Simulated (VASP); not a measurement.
```
Sr O
1.0
     2.55409    0.00000   -2.55409
    -2.55409    2.55409    0.00000
     5.19371    5.19371    5.19371
Sr O
3 3
Cartesian
  0.0000 0.0000 0.0000
  2.5826 2.5826 0.0285
  2.6111 5.1652 2.6111
  0.0143 2.5684 0.0143
  2.5969 2.5969 2.5969
  5.1795 5.1794 2.6253
```

Space group R-3m; started from the rocksalt prototype, which need not be the ambient phase; changed on purpose from its base cell (epitaxial 111 strain -1.0%); computed pressure about 4 GPa in this cell.

The calculation used VASP 6.6.1, DFT, PBE, plane waves, PAW.

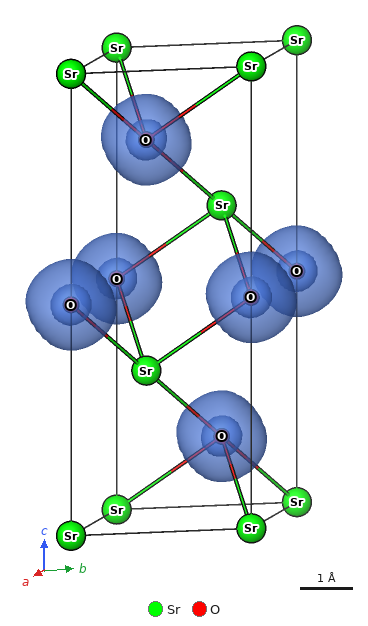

SrO. Isosurface of the ELF at 0.75 (blue), seen slightly off an axis. Only the valence region is drawn (cores and ρ < 0.01 e/Å³ removed). Sticks mark near contacts.

Identify the bonds, lone pairs and shells in this picture.

Answer. At this value the surface marks out three regions wrapped around O (the valence shell of each), counted in one cell of 6 atoms. Regions shared between cells count once. Along the contacts the grid gives the following. Sr–O (2.57 Å): the ELF is about 0.10 at the midpoint: an ionic contact with no shared pair.

Metal or insulator at this level of theory?

Answer. It is gapped, with a Kohn–Sham gap of 3.2 eV on the k-point mesh (the band edges may lie off the mesh, which would make the gap smaller).
